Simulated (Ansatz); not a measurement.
Input

```
crystal:
  lattice:
    - [4.7019744918, 0.0, 0.0]
    - [-2.3509872459, 4.0720293578, 0.0]
    - [0.0, 0.0, 23.6380787163]
  atoms:
    - { symbol: Hg, position: [0.3333333333, 0.6666666667, 0.3271674835] }
    - { symbol: Te, position: [0.6666666667, 0.3333333333, 0.3466316456] }
    - { symbol: Hg, position: [0.6666666667, 0.3333333333, 0.4820623098] }
    - { symbol: Te, position: [0.0, 0.0, 0.5148204838] }
    - { symbol: Hg, position: [0.0, 0.0, 0.6478718153] }
    - { symbol: Te, position: [0.3333333333, 0.6666666667, 0.681446262] }
basis:
  ecutwfc: 420
kpoints:
  mp_grid: { grid: [9, 9, 1] }
  band_path:
    path:
      - [0.5, 0, 0]
      - [0, 0, 0]
      - [0.3333333333333, 0.3333333333333, 0]
      - [0.5, 0, 0]
    npoints: 12
hamiltonian:
  xc: pbe
scf:
  occupations: { method: gaussian, width: 0.1 }
  n_extra_bands: 36
output:
  forces: true
  eigenvalues: true
  populations: true
  fatbands: true
  write_density: true
  write_potential: true
  elf: true
  volumetric_format: npy
magnetization:
  noncollinear: true
  spin_orbit: true
efield:
  axis: 3
  dipole_correction: true
  ramp_width: 0.04
```

Run with:

```sh
ansatz run input.yaml --threads 2 --pin off --max-ram 5120MiB --backend cpu --events-out ev --progress --plain --runs-dir out
```

Built by placing these elements on a known structure type.

The calculation used Ansatz, DFT PBE, spin-orbit coupling, plane waves, PAW.

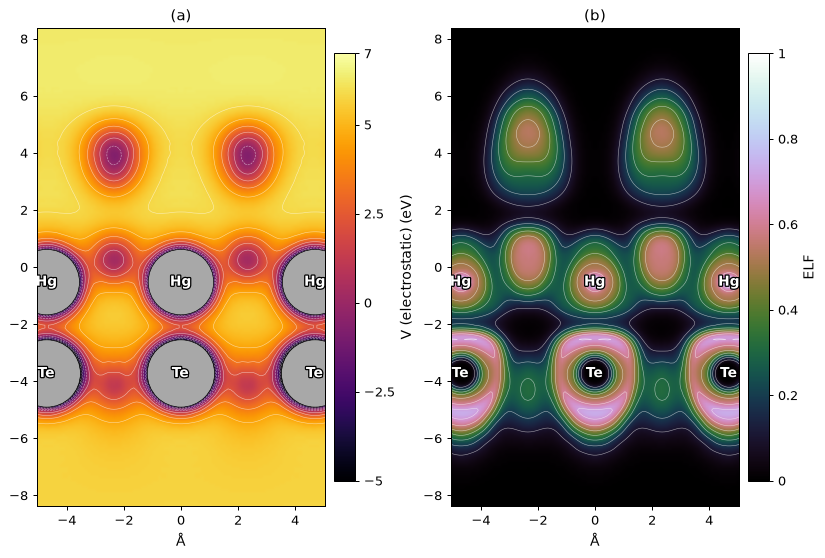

HgTe (slab). (a) electrostatic potential energy of an electron; (b) electron localisation function on the (010) plane of the calculation cell, a cut from vacuum to vacuum. Grey discs cover the atomic cores in the potential map.

### What do the fields say about this system?

Atoms in the plane: Te and Hg.
The features right at Hg lie inside the PAW spheres, where the map follows smoothed inner orbitals and isn't to be read closely.
Outside the cores the potential energy rises away from the atoms and is highest in the vacuum; its zero is arbitrary.

### Metal or insulator at this level of theory?

It is gapless in this calculation (a metal or semimetal).
